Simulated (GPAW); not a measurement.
System: AlN (space group F-43m).

Calculation (GPAW 26.7.0): PAW DFT in plane waves, on a grid or in atomic orbitals, no spin polarisation; energies at scaled volumes of the given cell, shape and fractions fixed, counted from the fit's minimum, third-order Birch-Murnaghan fit. All runs: no spin polarisation.

k mesh 10×10×10; occupations Fermi–Dirac; smearing width 0.05 eV; wave cutoff 800 eV.

Settings that differ: SOGGA: potentials PAW-data-sets-made-by gpaw-setup-for-the-functional; optPBE-vdW: potentials GPAW-PAW-data-sets-(gpaw-data-1.2.1); BP86 + D3: potentials PAW-data-sets-made-by gpaw-setup-for-the-functional; r2SCAN: potentials GPAW-PAW-data-sets-(gpaw-data-1.2.1); rSCAN + D4: potentials GPAW-PAW-data-sets-(gpaw-data-1.2.1).

Predict the energy against volume, with one curve for each functional. The cases: SOGGA; optPBE-vdW; BP86 + D3; r2SCAN; rSCAN + D4.

The fitted equilibrium volumes, smallest first, are rSCAN + D4 10.337, BP86 + D3 10.485, r2SCAN 10.495, SOGGA 10.549, optPBE-vdW 10.836 Å³/atom. The fitted bulk moduli, smallest first, are optPBE-vdW 190.3, SOGGA 201.0, r2SCAN 209.4, BP86 + D3 209.5, rSCAN + D4 216.9 GPa.

SOGGA:
```
volume (Å³/atom)  energy (meV/atom)
            9.79              38.52
           10.00              19.55
           10.21               7.25
           10.42               1.01
           10.63               0.36
           10.83               4.66
           11.04              13.42
```

optPBE-vdW:
```
volume (Å³/atom)  energy (meV/atom)
            9.79              70.75
           10.00              43.86
           10.21              23.77
           10.42              10.25
           10.63               2.53
           10.83               0.02
           11.04               2.24
```

BP86 + D3:
```
volume (Å³/atom)  energy (meV/atom)
            9.79              33.58
           10.00              15.93
           10.21               4.94
           10.42               0.24
           10.63               1.22
           10.83               7.22
           11.04              17.71
```

r2SCAN:
```
volume (Å³/atom)  energy (meV/atom)
            9.79              34.47
           10.00              16.50
           10.21               5.34
           10.42               0.34
           10.63               1.05
           10.83               6.81
           11.04              17.13
```

rSCAN + D4:
```
volume (Å³/atom)  energy (meV/atom)
            9.79              21.37
           10.00               7.91
           10.21               1.04
           10.42               0.43
           10.63               5.20
           10.83              14.88
           11.04              28.97
```

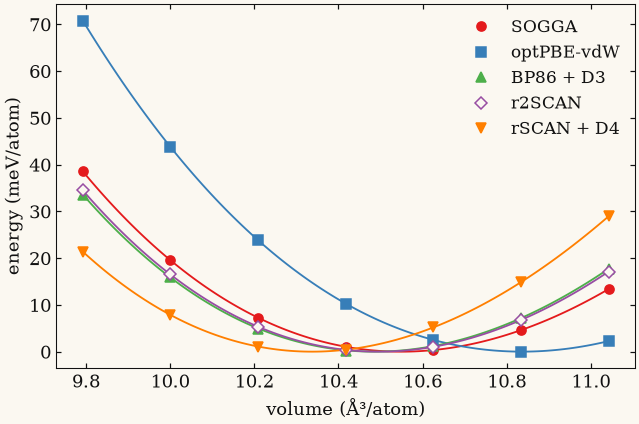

Keep in mind: the fit and the printed pressures don't fully agree, or the minimum lies near the end of the range (r2SCAN, rSCAN + D4).
